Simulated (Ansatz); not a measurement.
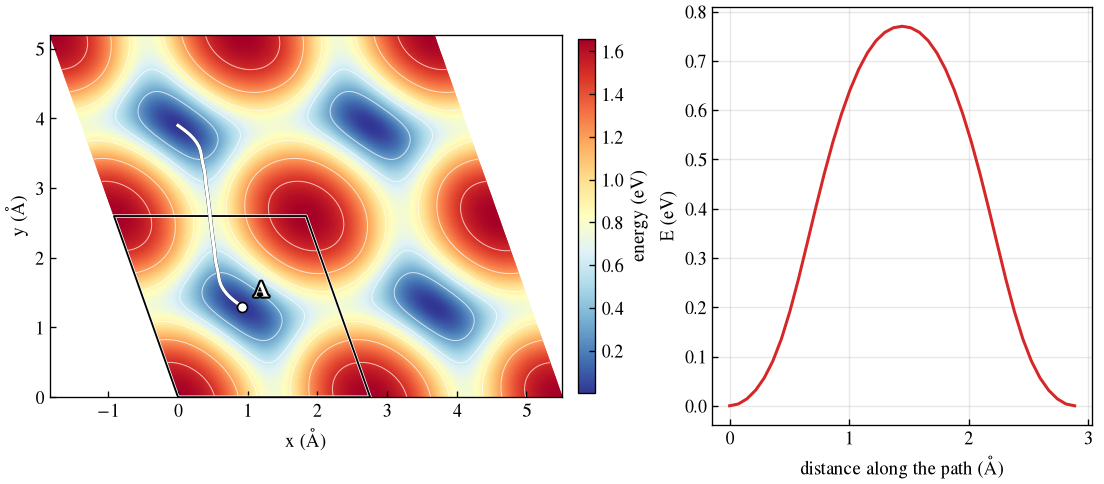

Si on a W(110) slab cut from the Im-3m phase, its upper half relaxed before the scan (12 atoms of substrate and one adsorbate in a 2 × 2 cell). 
- Si is moved over the surface cell; relaxed at each place: the height of the adsorbate's atoms; substrate rigid; the origin of the map has the adsorbate above W9.
- Places are given modulo a cell vector. The map is drawn in real space over the plane of the surface.
- Grid: 6 × 6 points; 13 points were computed and 23 follow by symmetry.
- Places are given in fractions of the 1 × 1 surface cell.
- Energies are in eV, from the lowest grid point.
- Computed with Ansatz 0.2.0, DFT PBE, scalar-relativistic, plane waves, PAW. Settings: cutoff 420 eV, k-mesh 5×5×1, gaussian smearing 0.1 eV, no spin polarisation.

The picture shows a smooth colour map with a few white contour lines, a line along the lowest path, the outline of one cell of the 2 × 2 shown, the energy along the path at the right, the start A. Between grid points the surface is interpolated.

Q: Describe the path and its barrier.

A: The easiest path leads from the well at a bridge site between two W atoms, over a second-layer W atom, (3/6, 3/6) of the cell vectors to its copy one period on. Its highest point lies about 0.77 eV above the bottom of the first well on the interpolated surface, at a bridge site between two W atoms, (3/6, 0/6) of the cell vectors. This is the barrier on the constrained surface; relaxing the other coordinates would change it.

PAW datasets: the set soft_1.
